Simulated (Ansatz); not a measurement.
Sn$_{3}$O (slab)

Input

```
crystal:
  lattice:
    - [3.2346532658, 0.0, 0.0]
    - [-1.6173266329, 3.0060423356, 0.0]
    - [0.0, 0.0, 24.4531643504]
  atoms:
    - { symbol: Sn, position: [0.2894711531, 0.5789423062, 0.3476032745] }
    - { symbol: Sn, position: [0.6068110636, 0.2136221272, 0.4528641572] }
    - { symbol: Sn, position: [0.9236020578, 0.8472041157, 0.55815177] }
    - { symbol: O, position: [0.9236020578, 0.8472041157, 0.6423944459] }
basis:
  ecutwfc: 420
kpoints:
  mp_grid: { grid: [10, 10, 1] }
hamiltonian:
  xc: pbesol
scf:
  occupations: { method: gaussian, width: 0.1 }
output:
  forces: true
  eigenvalues: true
  write_density: true
  write_potential: true
  elf: true
  volumetric_format: npy
relax:
  adjacent_minimum: "off"
  f_tol: 0.03
  max_steps: 70
  constraints: [{ sites: [0] }]
efield:
  axis: 3
  dipole_correction: true
  ramp_width: 0.04
```

Launched as:

```sh
ansatz run input.yaml --threads 2 --pin off --max-ram 5120MiB --backend cpu --events-out ev --progress --plain --runs-dir out
```

The fields are those of the run's last geometry, not of the input's.

Computed with DFT PBEsol, scalar-relativistic, plane waves, PAW in Ansatz 0.2.0.

Core electrons are frozen (PAW), and the valence fields are smoothed inside the atomic spheres.

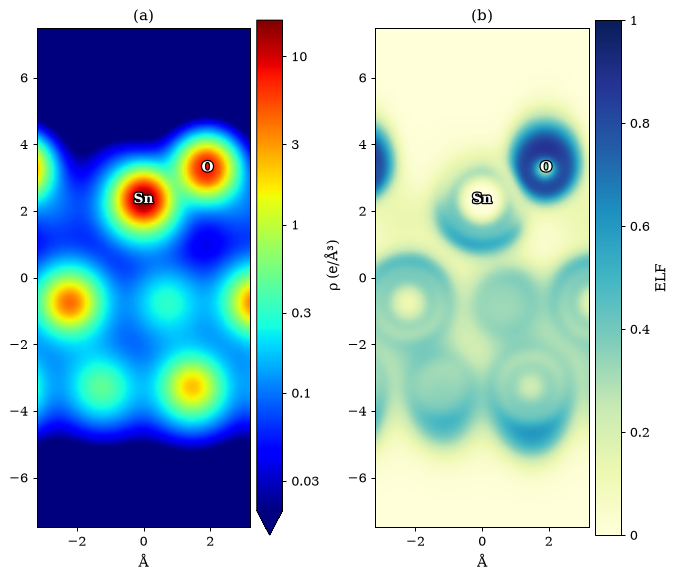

Figure 1. (a) valence pseudo-density; (b) ELF on the (110) plane of the calculation cell, a cut from vacuum to vacuum.

What do the fields say about this system?

- The section cuts through Sn and O sites.
- Atoms just off the plane (Sn, 0.6 Å away) can leave unmarked features too.
- Sn–O (2.14 Å): the density is about 0.58 e/Å³ at the midpoint; the ELF peaks at about 0.80 in the valence shell of O, 0.6 Å from its nucleus, and is about 0.25 at the midpoint; no localised pair shows between them.
- The density dies away to nearly zero in the vacuum.
- The ELF also peaks beside O, away from the bonds: lone-pair regions.

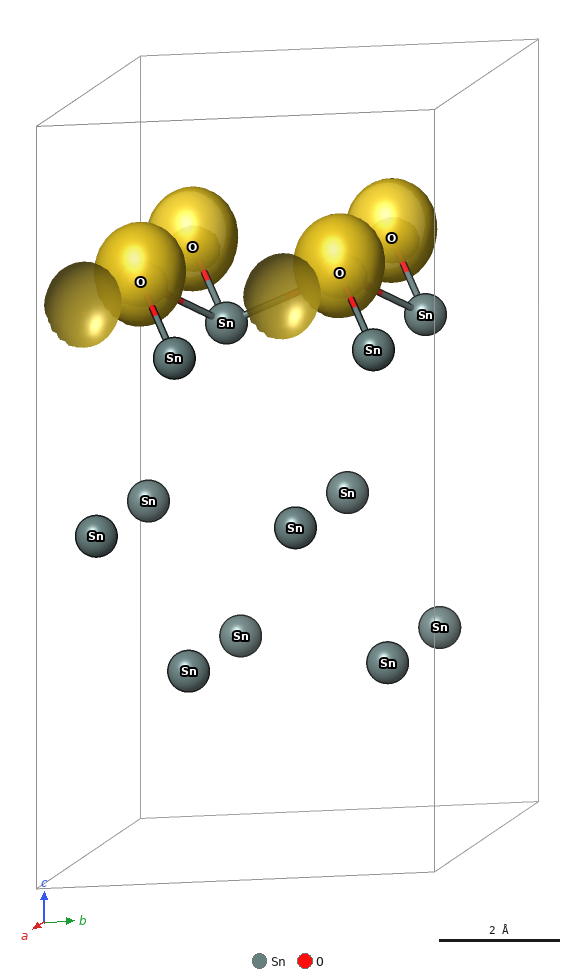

Figure 2. Isosurface of the ELF at 0.75 (yellow), seen slightly off an axis. Only the valence region is drawn (cores and ρ < 0.01 e/Å³ removed). Sticks mark near contacts.

What do the ELF domains correspond to?

At this value the surface marks out one region wrapped around O (its valence shell), counted in one cell of 4 atoms. Counts are for one cell; the picture repeats the cell along the surface.


 Sn–O (2.19 Å): the ELF peaks at about 0.80 in the valence shell of O, 0.6 Å from its nucleus, and is about 0.25 at the midpoint (no shared electron pair shows on this line).

Does the calculation give a band gap?

It is metallic or semimetallic at this level of theory: no gap opens.
